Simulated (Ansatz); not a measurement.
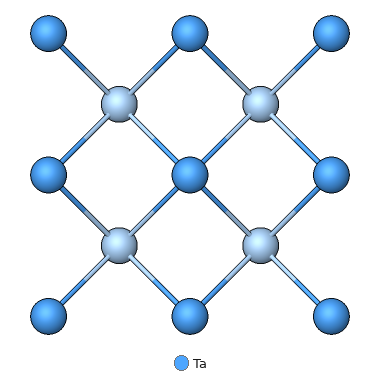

The system is H on a Ta(100) slab cut from the Im-3m phase, its upper half relaxed before the scan (16 atoms of substrate and one adsorbate in a 2 × 2 cell); the picture shows it without the atoms that are moved over the map. H is moved over the surface cell; relaxed at each place: the height of the adsorbate's atoms; substrate rigid; the origin of the map has the adsorbate above Ta13. Places are given modulo a cell vector. The map is drawn in real space over the plane of the surface. The scan uses an 8 × 8 grid; 15 points were computed and 49 follow by symmetry. Places are given in fractions of the 1 × 1 surface cell. All energies are given in meV relative to the lowest grid point. These are results of Ansatz, DFT PBE, scalar-relativistic, plane waves, PAW, not measurements. Settings: cutoff 420 eV, k-mesh 4×4×1, gaussian smearing 0.1 eV, no spin polarisation.

Range: position of H17 along the first surface vector from 0.000 to 0.875; position of H17 along the second surface vector from 0.000 to 0.875.

### What landscape does the calculation give?

The lowest grid point is at a bridge site between two Ta atoms, (0/8, 4/8) of the cell vectors. The same energy is found at a bridge site between two Ta atoms, (4/8, 0/8) of the cell vectors. The highest grid point, (2/8, 2/8) of the cell vectors [nearest 1 Ta at 1.88 Å], lies 404 meV above the lowest. At the lowest point the adsorbate has 2 Ta at 2.02 Å as nearest neighbours, at the highest 1 Ta at 1.88 Å. Its relaxed height above the top atom is 1.15 Å at the lowest and 1.47 Å at the highest point.

```
second ↓, first →  0/8  1/8  2/8  3/8  4/8  5/8  6/8  7/8
              7/8  388  384  357  245   83  245  357  384
              6/8  334  357  404  385  215  385  404  357
              5/8  185  245  385  263  114  263  385  245
              4/8    0   83  215  114  133  114  215   83
              3/8  185  245  385  263  114  263  385  245
              2/8  334  357  404  385  215  385  404  357
              1/8  388  384  357  245   83  245  357  384
              0/8  402  388  334  185    0  185  334  388
```

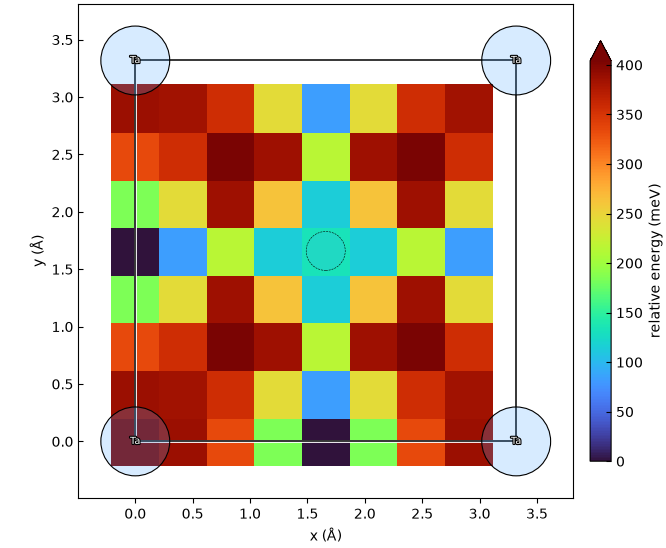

Drawn: one coloured cell a grid point, labelled circles for the atoms of the top layer and small ones for the second layer, the outline of one cell of the plane, one colour for all values above the top of the scale.

Each point was launched as `ansatz run input.yaml --threads 4 --pin off --max-ram 12288MiB --backend cpu --events-out ev --progress --plain --runs-dir out`. Time for the 15 points that were run: 21 min on 4 threads of Arm Neoverse V2, with other jobs on the host.

PAW datasets: the set soft_1.
